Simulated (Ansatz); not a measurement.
# Al/LiH/Al: predicting the conductance of a thicker barrier

**Method.** Ansatz 0.2.0, plane waves with PAW datasets, PBE. Interfaces are relaxed in a short slab (with D3(BJ) where the barrier is layered), set between ideal electrode layers that go on as semi-infinite leads, and the zero-bias conductance G at 300 K comes from T(E) on a typed mesh. The error is the largest of the program's estimates from energy step, mesh, the leads' potential steps and neutrality; its separate bound for narrow resonances between the energies solved isn't counted and can be far larger. The lower electrode is Al (fcc 111), the upper Al (fcc 111) and the barrier LiH (rock salt 111), on a net of side 2.835 Å; d is the distance between the electrodes' last planes.

The runs shown:

```tsv
planes in the barrier	d (Å)	G (S/m²)	error (%)	lead step (meV)
4	7.90	8.37e13	5	14
6	10.22	1.93e13	8	14
8	12.54	4.45e12	12	15
10	14.86	1.08e12	18	15
```

Task: A further run has 12 planes, d = 17.17 Å. Fit G ∝ exp(−βd) to the rows shown and predict its conductance.

Working: Take y = ln G: 32.06, 30.59, 29.12 and 27.71. The means are d = 11.38 Å and y = 29.87; Σ(Δd Δy) = −16.85 and Σ(Δd)² = 26.91, so the slope is −0.626 Å⁻¹ (β = 0.626 Å⁻¹). At d = 17.17 Å, y = 29.87 − 0.626 × 5.79 = 26.24, or G = 2.50e11 S/m².

Check: The run gave 2.79e11 S/m², with an error estimate of 24 % and a lead step of 15 meV. The prediction is 0.897 times that, too low by 10 %. That lies within the runs' own error estimates, carried through the fit.

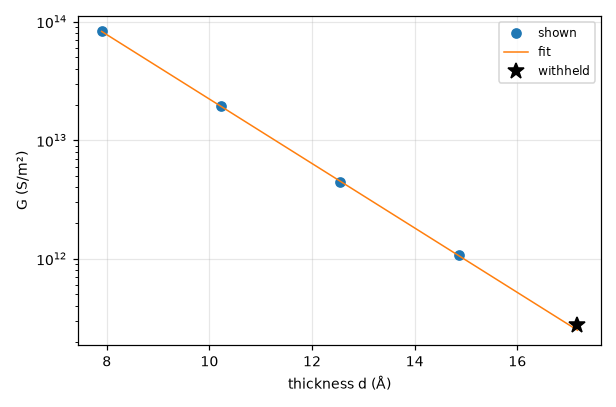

Fit and withheld run.

Caveats: The interfaces are ideal, one cell wide, strained to a common net and relaxed from one registry with their symmetry kept. PBE's gaps are too small, so true decay constants are likely larger where the Fermi level lies deep in a gap. No spin-orbit coupling, phonons, disorder or image charges enter. The rows shown are chosen by tests on error estimates (under 100 to 120 %), lead steps (under 150 meV, though the program warns over 25), intact interfaces and, for fits, a steady trend in the rows shown; the data set holds 414 series of this kind, and not all pass.

[Logs are printed without paths, hosts, clocks, repeated set-up lines and the standing remarks that a program may print on its own settings, such as how far it seeks lower states.]
